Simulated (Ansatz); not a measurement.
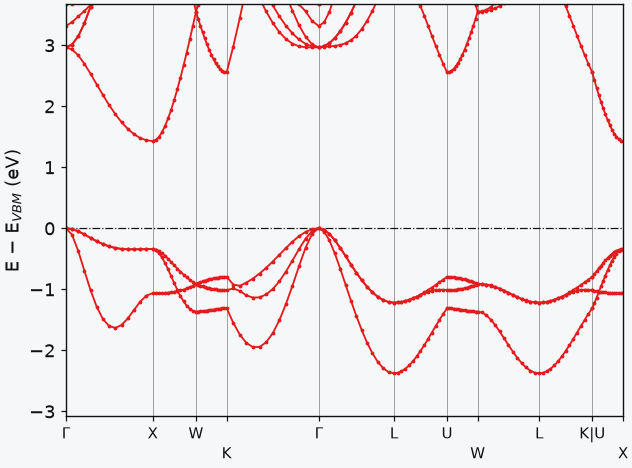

Band structure. Energies are counted from the top of the valence band.

**Which Bravais lattice do the labels of the path belong to?**

A face-centred cubic lattice: the path Γ–X–W–K–Γ–L–U–W–L–K|U–X runs through the special points of its Brillouin zone.

The Ansatz input:

```yaml
crystal:
  lattice:
    - [0.0, 3.41, 3.41]
    - [3.41, 0.0, 3.41]
    - [3.41, 3.41, 0.0]
  atoms:
    - { symbol: Ba, position: [0.0, 0.0, 0.0] }
    - { symbol: Te, position: [0.5, 0.5, 0.5] }
hamiltonian:
  xc: pbe
  pseudopotentials: { kind: paw }
kpoints:
  mp_grid: { grid: [7, 7, 7] }
  band_path:
    path:
      - [[0.0, 0.0, 0.0], [0.5, 0.0, 0.5], [0.5, 0.25, 0.75], [0.375, 0.375, 0.75], [0.0, 0.0, 0.0], [0.5, 0.5, 0.5], [0.625, 0.25, 0.625], [0.5, 0.25, 0.75], [0.5, 0.5, 0.5], [0.375, 0.375, 0.75]]
      - [[0.625, 0.25, 0.625], [0.5, 0.0, 0.5]]
    npoints: 14
scf:
  occupations: { method: fermi_dirac, width: 0.05 }
  n_extra_bands: 6
output:
  forces: true
  stress: true
  eigenvalues: true
  fatbands: true
```

System: rocksalt BaTe, space group Fm-3m, 2 atoms in the primitive cell.

Level of theory: PBE, Ansatz PAW, no spin polarisation, no spin-orbit coupling, 7×7×7 k mesh, 420 eV cutoff; code Ansatz 0.2.0.

**Metal, semiconductor or insulator, and what is the gap?**

The material is gapped. The gap along this path is 1.43 eV and indirect, from the valence-band top at Γ to the conduction-band bottom at X; the smallest direct gap is 1.77 eV, at X.

**How many bands meet at the valence-band top?**

Three bands meet at the valence-band top at Γ: it is triply degenerate (spin aside).

**What are the direct gaps at Γ, U and K?**

The direct gaps are 2.96 eV at Γ, 3.35 eV at U and 3.35 eV at K.

Spin-orbit coupling is left out, which matters for Ba and Te. LDA, GGA and most meta-GGA functionals understate gaps. The cell is at 4 GPa in this functional.
